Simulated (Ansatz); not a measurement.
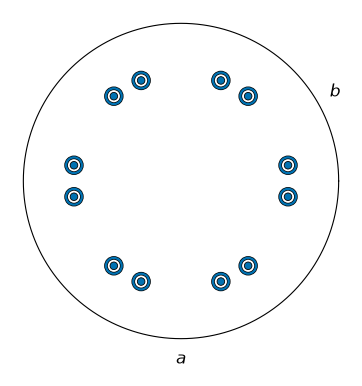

Stereographic projection: filled dots lie in the upper hemisphere, open rings in the lower. The c axis points at the viewer. The poles are all faces of one general form. Computed from the symmetry operations of a computed or model structure of composition Te2Mo.

### Name the crystal class.

6/mmm (D6h), order 24, hexagonal system: one sixfold axis, six twofold axes, seven mirror planes, an inversion centre.

### Which physical properties does it allow?

It is centrosymmetric, so neither piezoelectric nor pyroelectric; it is not chiral.
